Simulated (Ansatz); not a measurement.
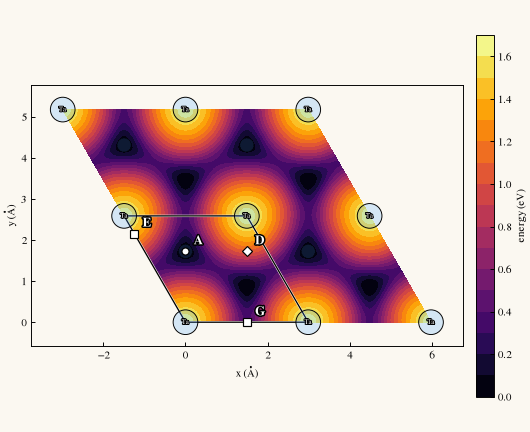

H on a Ta(111) slab cut from the Fm-3m phase, its upper half relaxed before the scan (3 atoms of substrate and one adsorbate in a 1 × 1 cell). H is moved over the surface cell; relaxed at each place: the height of the adsorbate's atoms; substrate rigid; the origin of the map has the adsorbate above Ta3. Places are given modulo a cell vector. The map is drawn in real space over the plane of the surface. The grid has 6 × 6 points; 10 points were computed and 26 follow by symmetry. All energies are given in eV relative to the lowest grid point. With one adsorbate in each 1 × 1 cell, its nearest image is 3.0 Å away, so neighbouring adsorbates interact. These are results of DFT PBE, scalar-relativistic, plane waves, PAW in Ansatz, not measurements. Settings: cutoff 420 eV, k-mesh 9×9×1, gaussian smearing 0.1 eV, no spin polarisation.

The picture shows filled contours, labelled circles for the atoms of the top layer and small ones for the second layer, the outline of one cell of the 2 × 2 shown, lettered points. Between grid points the surface is interpolated.

Is A the lowest point of the computed grid?

No. A lies 0.011 eV above the lowest grid point, which is at a threefold hollow over a third-layer Ta atom, (4/6, 2/6) of the cell vectors. It is a local minimum.
